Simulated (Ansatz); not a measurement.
Geometry relaxation of W (part 1 of 2)

The run: geometry relaxation of W (Im-3m, 3 atoms in the cell). Method and program: DFT PBEsol, scalar-relativistic, plane waves, PAW, no spin polarisation (Ansatz 0.2.0).

The structure derives from a Materials Project entry. It belongs to a series of runs on one base structure; here: 3 of 3 Mo sites taken by W, cell and atoms relaxed.

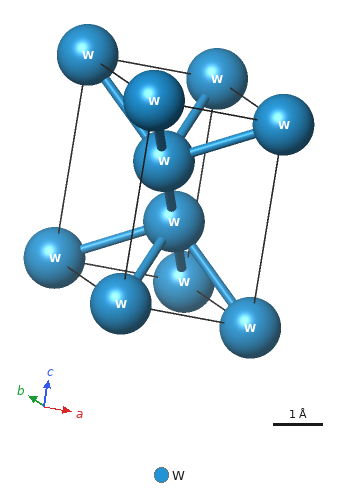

*The input geometry (ball-and-stick view of the cell of the calculation, seen slightly off an axis). An atom can appear more than once, as a periodic image.*

Near neighbours in the periodic cell (some may lie outside the picture): W has 8 W at 2.73 Å.

Input
```yaml
crystal:
  lattice:
    - [3.154381899, 0.0, 0.0]
    - [0.0, 3.154381899, 0.0]
    - [-1.5771909495, -1.5771909495, 4.7315728484]
  atoms:
    - { symbol: W, position: [0.0, 0.0, 0.0] }
    - { symbol: W, position: [0.3333333333, 0.3333333333, 0.6666666667] }
    - { symbol: W, position: [0.6666666667, 0.6666666667, 0.3333333333] }
basis:
  ecutwfc: 420
kpoints:
  mp_grid: { grid: [14, 14, 14] }
hamiltonian:
  xc: pbesol
scf:
  occupations: { method: gaussian, width: 0.1 }
output:
  forces: true
  stress: true
  eigenvalues: true
  write_density: true
  write_potential: true
  elf: true
  volumetric_format: npy
relax:
  adjacent_minimum: "off"
  f_tol: 0.015
  max_steps: 60
  cell: { stress_tol: 0.15 }
```

Run on 1 thread of AMD EPYC (Zen 3), 32 GiB of memory available, shared host.

Command:
```bash
ansatz run input.yaml --threads 1 --pin off --max-ram 2560MiB --backend cpu --events-out ev --progress --plain --runs-dir out
```

What the program printed
```
Engine: ansatz 0.2.0, x86_64-unknown-linux-gnu
Pseudopotentials: kind: paw
Pseudopotential: W, paw, valence charge 14, recommended cutoff 420 eV (normal), W.paw.azcp
Functional definition: PBEsol
  exchange = pbesol_x
  correlation = pbesol_c
Crystal: 3 atoms, lattice volume = 47.080 Å³
Basis set: ecut = 420 eV, 963 PW (Γ), exchange–correlation on 48×48×72 points (8 copies of the dense FFT grid, shifted against one another)
Bands: 26, of which v1, the nominal top of the filled ones, is band 21 counted from 1 (20 counted from 0)
Symmetry: 48 space group operations
Space group: Im-3m (ITA 229), of the structure as read, at distance tolerance 3.6e-5 Å
k-points: 244 of 2744
Non-local potential: W, projectors of the file, l = 0: 3, l = 1: 2, l = 2: 2, l = 3: 1
PAW form: soft (Blöchl's): semilocal exchange-correlation on the pseudo side does not see the compensation charge
PAW frozen core: W, regenerated for the run's functional, and the local potential with it (the file was generated under x = pbe(κ = 0.804, μ = 0.2195149727645171), c = pbe(β = 0.06672455060314922))
PAW one-centre angular grid: W, 590 points (default); XC on 64 Gauss nodes
Initial density: superposition of atomic densities (neutral atoms: chi_scale 0, normalization atom), corrected by the library's trained network
Initial wavefunctions: pseudopotential atomic-orbital guess
Functional: x = pbesol(κ = 0.804, μ = 0.12345679012345678), c = pbesol(β = 0.046)
SCF iter   1: F=—  HF=-30769.699340 eV  |F-HF|=—  |Δ(HF+E_count)|=         —  Δρ=1.97e-3  dr2=3.63e-4  ethr=1.77e-3  ⟨swp⟩=5.0  Hψ=26117  notcnv=0
preconditioner: auto → Kerker (q_TF=auto, 2.677 Å⁻¹)  [metal: Δε(μ)=0.001 eV  Ē_g=5.442 eV  σ=0.100 eV  W_gap=0.01  n_scr=12 (ndim 8)  ℏωp=23.0 eV  f_vac=0.000  D(μ)=1.53/eV (n_scr^D=10)]
SCF iter   2: F=—  HF=-30769.699622 eV  |F-HF|=—  |Δ(HF+E_count)|=   2.81e-4  Δρ=1.14e-3  dr2=1.29e-4  ethr=8.64e-7  ⟨swp⟩=2.1  Hψ=13452  notcnv=0
SCF iter   3: F=—  HF=-30769.699767 eV  |F-HF|=—  |Δ(HF+E_count)|=   1.45e-4  Δρ=9.70e-5  dr2=1.11e-6  ethr=3.08e-7  ⟨swp⟩=2.0  Hψ=8413  notcnv=0
SCF iter   4: F=—  HF=-30769.699758 eV  |F-HF|=—  |Δ(HF+E_count)|=   8.47e-6  Δρ=3.50e-5  dr2=1.51e-7  ethr=2.64e-9  ⟨swp⟩=1.5  Hψ=7165  notcnv=0
iter 5 did not close the SCF: its close was put off for the readings that it lacked (scf_convergence_deferred on its scf_iter line)
SCF iter   5: F=-30769.699758 eV  HF=-30769.699758 eV  |F-HF|=1.49e-10  |Δ(HF+E_count)|=   4.19e-9  Δρ=2.56e-6  dr2=8.09e-10  ethr=3.60e-10  ⟨swp⟩=1.5  Hψ=8160  notcnv=0
SCF iter   6: F=-30769.699758 eV  HF=-30769.699758 eV  |F-HF|=5.46e-11  |Δ(HF+E_count)|=  6.55e-11  Δρ=5.68e-7  dr2=5.88e-11  ethr=1.93e-12  ⟨swp⟩=6.5  Hψ=34843  notcnv=0
SCF 1 converged in 6 iterations: F = -30769.699758 eV  dr2 = 5.88e-11
  greatest PAW one-centre occupation: 1.000 electrons in one spin orbital (limit 2), on the W atom at site 2 (counted from 0), in its partial waves of l = 0
relax step   1: F+E_penalty+E_count = -30769.69975846 eV  Δ(F+E_penalty+E_count) = +0.000e0 eV  max|allowed force component| = 6.930e-30 eV/Å  Δτ_max = 0.0000 Å  P = -0.039 GPa  Ω = 47.080 Å³  (6 SCF iters, accepted)
Crystal: 3 atoms, lattice volume = 47.057 Å³
Basis set: ecut = 420 eV, 923 PW (Γ), exchange–correlation on 48×48×72 points (8 copies of the dense FFT grid, shifted against one another)
Initial density: handed on by an earlier stage of this run
Initial wavefunctions: those handed on with the density
iter 1 solved again at ethr=1.68e-7 eV; its pass at ethr=3.10e-3 eV (dr2=7.08e-5 eV) is discarded
SCF iter   1: F=—  HF=-30769.699213 eV  |F-HF|=—  |Δ(HF+E_count)|=         —  Δρ=5.82e-4  dr2=5.91e-5  ethr=1.68e-7  ⟨swp⟩=3.1  Hψ=34202  notcnv=0
preconditioner: auto → Kerker (q_TF=auto, 2.677 Å⁻¹)  [metal: Δε(μ)=0.004 eV  Ē_g=5.445 eV  σ=0.100 eV  W_gap=0.02  n_scr=12 (ndim 8)  ℏωp=23.0 eV  f_vac=0.000  D(μ)=1.48/eV (n_scr^D=10)]
SCF iter   2: F=—  HF=-30769.699206 eV  |F-HF|=—  |Δ(HF+E_count)|=   6.63e-6  Δρ=3.39e-4  dr2=2.16e-5  ethr=1.41e-7  ⟨swp⟩=1.0  Hψ=6344  notcnv=0
SCF iter   3: F=—  HF=-30769.699202 eV  |F-HF|=—  |Δ(HF+E_count)|=   3.93e-6  Δρ=2.76e-5  dr2=1.81e-7  ethr=5.14e-8  ⟨swp⟩=1.2  Hψ=6441  notcnv=0
iter 4 did not close the SCF: its close was put off for the readings that it lacked (scf_convergence_deferred on its scf_iter line)
SCF iter   4: F=-30769.699202 eV  HF=-30769.699202 eV  |F-HF|=1.11e-9  |Δ(HF+E_count)|=   5.48e-8  Δρ=4.43e-6  dr2=4.87e-9  ethr=4.31e-10  ⟨swp⟩=2.3  Hψ=9546  notcnv=0
iter 5 did not close the SCF: its close was put off for the readings that it lacked (scf_convergence_deferred on its scf_iter line)
SCF iter   5: F=-30769.699202 eV  HF=-30769.699202 eV  |F-HF|=2.91e-11  |Δ(HF+E_count)|=  8.11e-10  Δρ=6.48e-7  dr2=1.17e-10  ethr=1.16e-11  ⟨swp⟩=1.9  Hψ=7987  notcnv=0
SCF iter   6: F=-30769.699202 eV  HF=-30769.699202 eV  |F-HF|=7.28e-12  |Δ(HF+E_count)|=  1.09e-11  Δρ=9.16e-8  dr2=3.15e-12  ethr=1.00e-12  ⟨swp⟩=5.0  Hψ=27976  notcnv=0
SCF 2 converged in 6 iterations: F = -30769.699202 eV  dr2 = 3.15e-12
relax step   2: F+E_penalty+E_count = -30769.69920194 eV  Δ(F+E_penalty+E_count) = +5.565e-4 eV  max|allowed force component| = 1.998e-29 eV/Å  Δτ_max = 0.0000 Å  P = +0.117 GPa  Ω = 47.057 Å³  energy of the carried Pulay correction = +8.959e-6 eV  (6 SCF iters, dr2 threshold 1.51e-7 eV, rejected (line search))
Crystal: 3 atoms, lattice volume = 47.074 Å³
iter 1 solved again at ethr=1.03e-7 eV; its pass at ethr=3.10e-3 eV (dr2=4.33e-5 eV) is discarded
SCF iter   1: F=—  HF=-30769.699821 eV  |F-HF|=—  |Δ(HF+E_count)|=         —  Δρ=4.49e-4  dr2=3.52e-5  ethr=1.03e-7  ⟨swp⟩=3.1  Hψ=34114  notcnv=0
preconditioner: auto → Kerker (q_TF=auto, 2.677 Å⁻¹)  [metal: Δε(μ)=0.007 eV  Ē_g=5.442 eV  σ=0.100 eV  W_gap=0.04  n_scr=12 (ndim 8)  ℏωp=23.0 eV  f_vac=0.000  D(μ)=1.52/eV (n_scr^D=10)]
SCF iter   2: F=—  HF=-30769.699817 eV  |F-HF|=—  |Δ(HF+E_count)|=   4.51e-6  Δρ=2.61e-4  dr2=1.28e-5  ethr=8.38e-8  ⟨swp⟩=1.0  Hψ=6344  notcnv=0
SCF iter   3: F=—  HF=-30769.699814 eV  |F-HF|=—  |Δ(HF+E_count)|=   2.40e-6  Δρ=2.13e-5  dr2=1.07e-7  ethr=3.06e-8  ⟨swp⟩=1.2  Hψ=6428  notcnv=0
SCF iter   4: F=—  HF=-30769.699814 eV  |F-HF|=—  |Δ(HF+E_count)|=   2.10e-7  Δρ=3.39e-6  dr2=2.90e-9  ethr=2.55e-10  ⟨swp⟩=2.3  Hψ=9850  notcnv=0
iter 5 did not close the SCF: its close was put off for the readings that it lacked (scf_convergence_deferred on its scf_iter line)
SCF iter   5: F=-30769.699814 eV  HF=-30769.699814 eV  |F-HF|=3.64e-12  |Δ(HF+E_count)|=  4.84e-10  Δρ=5.19e-7  dr2=7.48e-11  ethr=6.90e-12  ⟨swp⟩=1.9  Hψ=7757  notcnv=0
SCF iter   6: F=-30769.699814 eV  HF=-30769.699814 eV  |F-HF|=3.64e-12  |Δ(HF+E_count)|=  1.09e-11  Δρ=7.25e-8  dr2=1.95e-12  ethr=1.00e-12  ⟨swp⟩=5.0  Hψ=27311  notcnv=0
SCF 3 converged in 6 iterations: F = -30769.699814 eV  dr2 = 1.95e-12
relax step   3: F+E_penalty+E_count = -30769.69981448 eV  Δ(F+E_penalty+E_count) = -5.602e-5 eV  max|allowed force component| = 3.896e-29 eV/Å  Δτ_max = 0.0000 Å  P = -0.003 GPa  Ω = 47.074 Å³  energy of the carried Pulay correction = +2.114e-6 eV  (6 SCF iters, accepted)
Initial wavefunctions: pseudopotential atomic-orbital guess (no wavefunctions were taken with the density)
iter 1 solved again at ethr=6.53e-9 eV; its pass at ethr=3.10e-3 eV (dr2=2.74e-6 eV) is discarded
SCF iter   1: F=—  HF=-30769.699811 eV  |F-HF|=—  |Δ(HF+E_count)|=         —  Δρ=2.25e-6  dr2=3.15e-10  ethr=6.53e-9  ⟨swp⟩=4.1  Hψ=45388  notcnv=0
preconditioner: auto → Kerker (q_TF=auto, 2.677 Å⁻¹)  [metal: Δε(μ)=0.006 eV  Ē_g=5.442 eV  σ=0.100 eV  W_gap=0.04  n_scr=12 (ndim 8)  ℏωp=23.0 eV  f_vac=0.000  D(μ)=1.52/eV (n_scr^D=10)]
iter 2 did not close the SCF: its close was put off for the readings that it lacked (scf_convergence_deferred on its scf_iter line)
SCF iter   2: F=-30769.699812 eV  HF=-30769.699812 eV  |F-HF|=3.64e-11  |Δ(HF+E_count)|=   2.00e-7  Δρ=1.26e-6  dr2=9.31e-11  ethr=1.00e-12  ⟨swp⟩=3.1  Hψ=13439  notcnv=0
iter 3 did not close the SCF: its close was put off for the readings that it lacked (scf_convergence_deferred on its scf_iter line)
SCF iter   3: F=-30769.699812 eV  HF=-30769.699812 eV  |F-HF|=3.64e-11  |Δ(HF+E_count)|=  3.27e-11  Δρ=1.01e-7  dr2=1.68e-12  ethr=1.00e-12  ⟨swp⟩=1.0  Hψ=6344  notcnv=0
iter 4 did not close the SCF: its close was put off for the readings that it lacked (scf_convergence_deferred on its scf_iter line)
SCF iter   4: F=-30769.699812 eV  HF=-30769.699812 eV  |F-HF|=3.64e-12  |Δ(HF+E_count)|=  1.09e-11  Δρ=2.95e-8  dr2=2.08e-13  ethr=1.00e-12  ⟨swp⟩=1.0  Hψ=6344  notcnv=0
iter 5 did not close the SCF: its close was put off for the readings that it lacked (scf_convergence_deferred on its scf_iter line)
SCF iter   5: F=-30769.699812 eV  HF=-30769.699812 eV  |F-HF|=0.00e0  |Δ(HF+E_count)|=  3.64e-12  Δρ=7.06e-9  dr2=1.89e-14  ethr=1.00e-12  ⟨swp⟩=1.0  Hψ=6344  notcnv=0
SCF iter   6: F=-30769.699812 eV  HF=-30769.699812 eV  |F-HF|=3.64e-12  |Δ(HF+E_count)|=    0.00e0  Δρ=1.08e-9  dr2=4.18e-16  ethr=1.00e-12  ⟨swp⟩=3.0  Hψ=20592  notcnv=0
SCF 4 converged in 6 iterations: F = -30769.699812 eV  dr2 = 4.18e-16
relax step   4: F+E_penalty+E_count = -30769.69981151 eV  Δ(F+E_penalty+E_count) = +2.965e-6 eV  max|allowed force component| = 4.348e-29 eV/Å  Δτ_max = 0.0000 Å  P = -0.003 GPa  Ω = 47.074 Å³  stress off target by 2.86e-3 GPa  SCF on the basis re-selected at this cell (its energy is not comparable with the rows above)  (6 SCF iters)
```

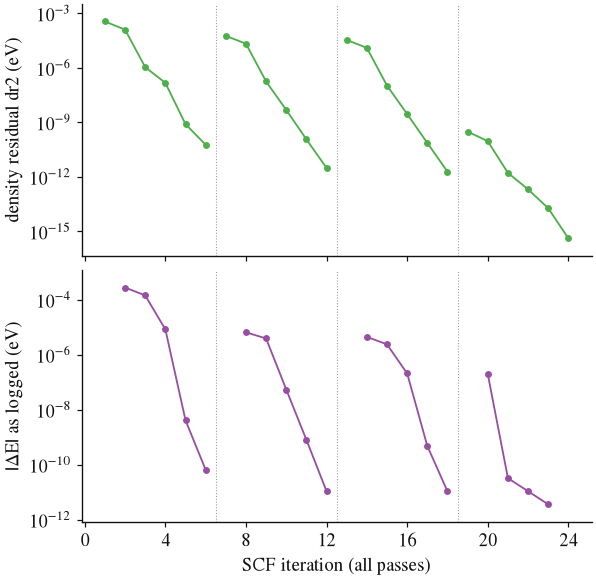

*Convergence of the self-consistent field: density residual dr2 and size of the energy change against the SCF iteration. The dotted lines part the SCF passes of the relaxation: geometry steps, rejected trials and re-solves on a re-selected basis.*

The passes take 6, 6, 6 and 6 iterations.

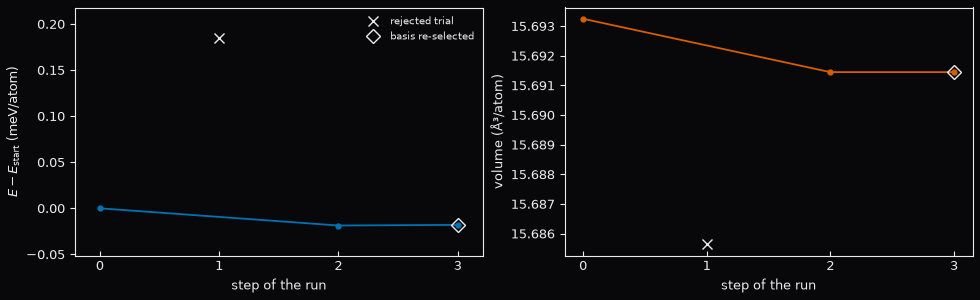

*Progress of the relaxation, step by step (the first geometry is step 0 here and step 1 in the log).*

The energy falls by next to nothing (0.0 meV per atom) in 2 geometry steps. All forces vanish by symmetry, so only the cell relaxes. The pressure goes from −0.04 to 0.00 GPa. The line search rejected the trial step at point 1 (counted from 0) and went back. The atoms keep their places relative to the cell (all moves are under 0.005 Å). The space group stays Im-3m (No. 229). A last SCF at the same geometry on a re-selected plane-wave basis shifts the energy by +0.0 meV per atom.
